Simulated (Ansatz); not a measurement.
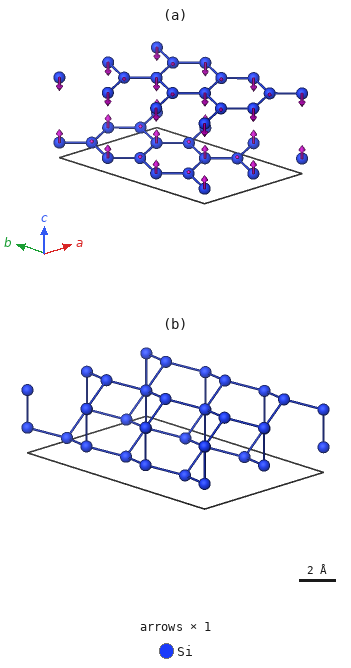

The structure of a crystal of Si (a generated structure, set up in P-3m1) (coarse preliminary run) before (top) and after (bottom) a relaxation, at one scale. The purple arrows give the displacements (the part carried along by the change of the cell is left out), at their true length.

A ball-and-stick model of the 2 × 3 repeat of the cell, outlined in the plane, without the vacuum, seen from a free direction.

Case: C → Si on all its sites, cell and atoms relaxed.

All numbers below come from Ansatz 0.2.0, DFT PBE+D3(BJ), scalar-relativistic, plane waves, PAW. Set-up: plane-wave cutoff 420 eV; k-point mesh 6 × 6 × 1; occupations gaussian; smearing width 0.1 eV; no spin polarisation; cell and atoms relaxed; force threshold 0.05 eV/Å; at most 60 steps.

### Describe what moved and what it gained.

The energy falls by 15.496 eV per cell of the calculation in 11 accepted moves (12 points after the start). The largest force component goes from 0.14 to 0.032 eV/Å. At 1 point the geometry stayed and the basis and grid were re-selected for the new cell (energy shift of 50.2 meV per cell of the calculation at most each time). The largest moves relative to the cell and the layer's centre, 0.91 Å, are those of Si atoms. In the plane the drawn cell goes a 6.256 → 7.633 Å (+22.0 %), b 9.383 → 11.450 Å (+22.0 %). Near-neighbour distances that change, for instance: Si–Si 4.319 → 2.494 Å, Si–Si 1.806 → 2.304 Å. New bonds form: Si–Si (4.32 → 2.49 Å). Among the angles between lasting bonds that change: Si–Si–Si 120.0° → 111.8°. The space group stays P-3m1 (No. 164).
